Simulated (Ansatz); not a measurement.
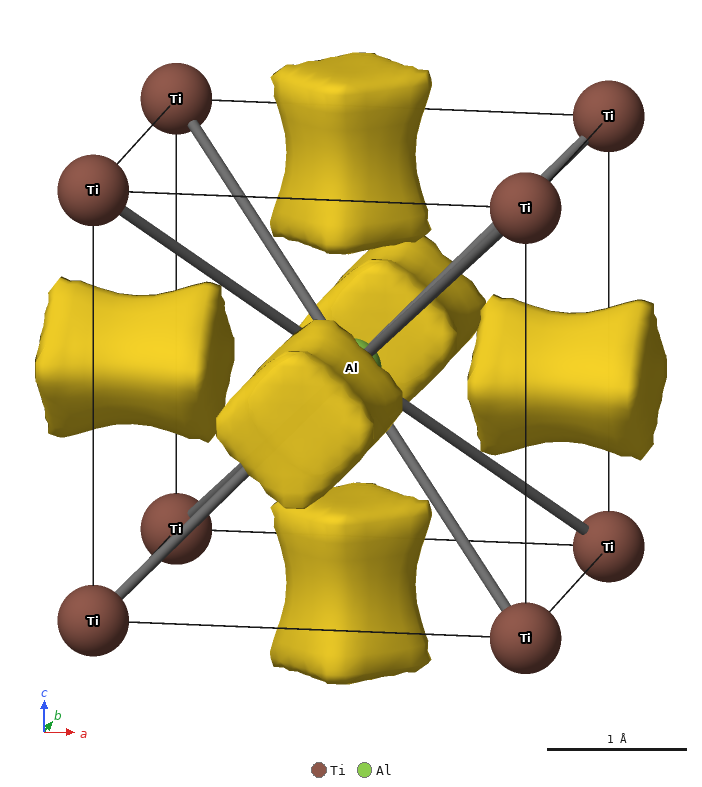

Figure 1: TiAl. Isosurface of the electron localisation function at 0.65 (yellow), seen slightly off an axis. Core shells and regions of very low density are left out. Sticks mark near contacts.

Space group Pm-3m; a structure from a database of computed crystals, not necessarily the ambient phase; computed without spin polarisation.

The calculation used Ansatz, DFT r2SCAN, scalar-relativistic, plane waves, PAW.

In a PAW calculation such maps are meaningful between the atoms, not at the nuclei.

### Describe the localisation domains.

The ELF exceeds this value in three pockets between the atoms, centred on no nucleus (multi-centre or interstitial), counted in one cell of 2 atoms. Regions shared between cells count once.

Values along the shortest contacts:
Ti–Al (2.75 Å): the ELF is about 0.25 at the midpoint: no localised pair shows between them.

### Does the calculation give a band gap?

It is gapless in this calculation (a metal or semimetal).
